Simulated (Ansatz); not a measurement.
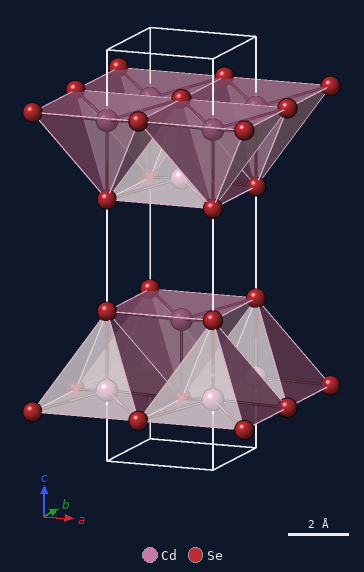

Crystalline CdSe (built on the HgF-139 type type), before the relaxation. A polyhedral model of the conventional cell (2 times the calculation's cell), seen slightly off an axis. Lengths and directions refer to the drawn axes.

All numbers below come from Ansatz 0.2.0, DFT, r2SCAN+rVV10, plane waves, PAW.

The input:
```yaml
crystal:
  lattice:
    - [-1.9333306, 1.9333306, 7.1114298342]
    - [1.9333306, -1.9333306, 7.1114298342]
    - [1.9333306, 1.9333306, -7.1114298342]
  atoms:
    - { symbol: Cd, position: [0.828072155, 0.828072155, 0.0] }
    - { symbol: Cd, position: [0.171927845, 0.171927845, 0.0] }
    - { symbol: Se, position: [0.6359343948, 0.6359343948, 0.0] }
    - { symbol: Se, position: [0.3640656052, 0.3640656052, 0.0] }
kpoints:
  mp_grid: { grid: [8, 8, 8] }
hamiltonian:
  xc: r2scan
  dispersion: rvv10
scf:
  occupations: { method: fermi_dirac, width: 0.03 }
relax:
  f_tol: 0.01
  cell: {}
  max_steps: 120
output:
  write_density: true
  write_potential: true
  elf: true
  volumetric_format: npy
```

Command:
```bash
ansatz run input.yaml --threads 2 --pin off --max-ram 2211MiB --backend cpu --events-out ev --progress --plain --runs-dir out
```

Question: What does the optimiser find from here?

Answer: The largest moves relative to the cell, 0.055 Å, are those of Cd1 and Cd2. Cd1 goes along +c. By element the largest moves are Cd 0.055 Å, Se 0.011 Å. The drawn cell changes as follows: a = b 3.867 → 3.891 Å (+0.6 %), c 14.223 → 13.966 Å (−1.8 %); the volume changes by −0.6 %. Near-neighbour distances that change, for instance: Cd1–Se3 2.733 → 2.750 Å, Cd1–Se4 2.782 → 2.789 Å. Bond angles that change, for instance: Se3–Cd2–Se3 158.8° → 161.1°, Cd2–Se3–Cd2 158.8° → 161.1°. The space group stays I4/mmm (No. 139). Over 3 accepted moves (5 points after the start) the energy falls by 9.5 meV per cell of the calculation. The largest force component goes from 0.12 to 0.00037 eV/Å. The pressure goes from 0.75 to 0.00 GPa. The line search rejected the trial step at point 1 of the run. At 1 point the geometry stayed and the basis and grid were re-selected for the new cell (energy shift of 0.1 meV per cell of the calculation at most each time). The run took 2.6 min on 2 threads of Arm Neoverse V2 (shared host), peak memory 0.99 GiB.

Step by step:

```csv
step,"E − E(0), meV/atom","largest force component, eV/Å","pressure, GPa","volume, Å³/atom",note
0,0.00,0.1217,0.75,26.581,
1,0.14,0.1320,-1.21,26.959,rejected
2,-2.06,0.0125,-0.06,26.666,
3,-2.35,0.0158,-0.08,26.517,
4,-2.41,0.0004,0.00,26.432,
5,-2.39,0.0004,0.00,26.432,"same geometry, new basis"
```

Final geometry:

```
Cd Se
1.0
    -1.94559    1.94559    6.98287
     1.94559   -1.94559    6.98287
     1.94559    1.94559   -6.98287
Cd Se
2 2
Direct
  0.83203 0.83203 0.00000
  0.16797 0.16797 0.00000
  0.63511 0.63511 0.00000
  0.36489 0.36489 0.00000
```

After the run, drawn alike:

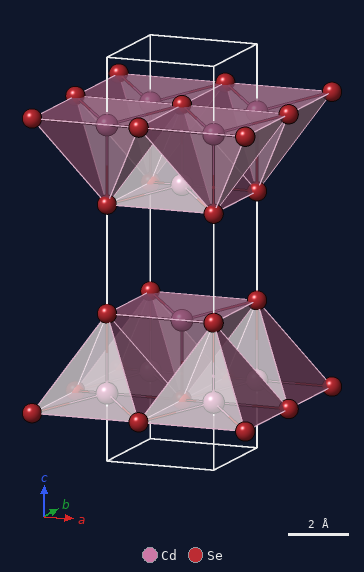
